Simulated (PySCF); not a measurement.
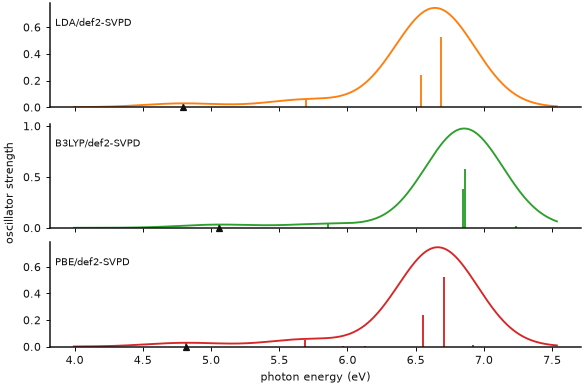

Vertical TDDFT spectra of C₆H₆O, SMILES Oc1ccccc1 at one geometry and several levels (PySCF, at a PBE0-D3(BJ)/def2-SVP geometry (no frequency check)); sticks with Gaussians of 1/e half-width 0.40 eV, the triangle marks S1, which has the same leading orbital pair at all these levels. Only the lowest states were computed, so the high end is incomplete. States within 0.01 eV of each other are merged, with their strengths summed. The highest state may be half of a pair whose partner wasn't computed.

### Order the levels by their S1 energy.

From lowest to highest: LDA/def2-SVPD 4.79 eV, PBE/def2-SVPD 4.81 eV, B3LYP/def2-SVPD 5.06 eV; a spread of 0.26 eV.

Limits of at least one run: core orbitals are frozen in the response; states above the negative HOMO energy depend on the basis.
